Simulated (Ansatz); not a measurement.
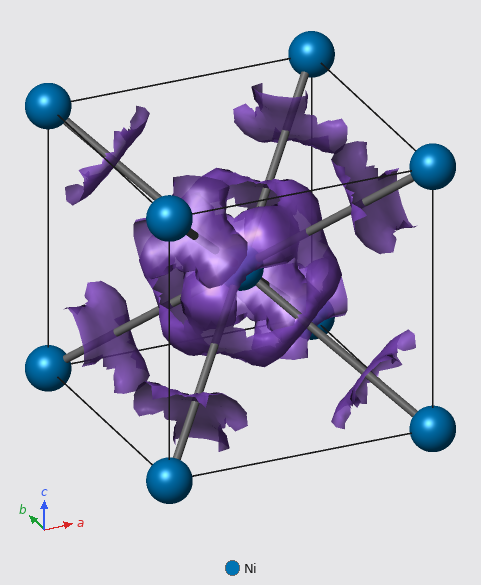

Figure. Ni. Deformation density (self-consistent density less superposed neutral spherical atoms): purple surfaces at −0.01, none at +0.01 e/Å³, in the conventional cell seen at an oblique angle (the regions close to the nuclei are left out). Cores are masked to 0.8 Å (Ni).

Space group Im-3m; the calculation finds a residual pressure of about 8 GPa at this fixed cell; spin-polarised. Net moment 0.6 μB in the 1-atom cell of the calculation; other magnetic orders weren't tried. This isn't the usual form at ambient conditions. The cell comes from a database of computed structures, not from a measurement.

Method: DFT PBE, scalar-relativistic, plane waves, PAW in Ansatz.

In a PAW calculation such maps are meaningful between the atoms, not at the nuclei.

```cif
data_structure
_symmetry_space_group_name_H-M 'P 1'
_symmetry_Int_Tables_number 1
_cell_length_a 2.7674
_cell_length_b 2.7674
_cell_length_c 2.7674
_cell_angle_alpha 90.000
_cell_angle_beta 90.000
_cell_angle_gamma 90.000
_cell_volume 21.19
loop_
_atom_site_label
_atom_site_type_symbol
_atom_site_fract_x
_atom_site_fract_y
_atom_site_fract_z
_atom_site_occupancy
Ni1 Ni 0.00000 0.00000 0.00000 1
Ni2 Ni 0.50000 0.50000 0.50000 1
```

> What does the deformation density say about the bonding?

Ni–Ni (2.40 Å): Δρ is +0.010 e/Å³ at the midpoint.
- Over the whole cell, outside the masked cores, the largest gain, 0.010 e/Å³, lies 1.2 Å from a nickel nucleus, and the largest loss lies at the edge of the masked core of Ni.
- The rearranged charge, half the integral of |Δρ|, is about 0.06 e an atom.

> Metal or insulator at this level?

It is metallic at this level of theory.

The run took 15 s on 2 threads of Arm Neoverse N1, with other jobs on the host, peak memory 0.34 GiB.
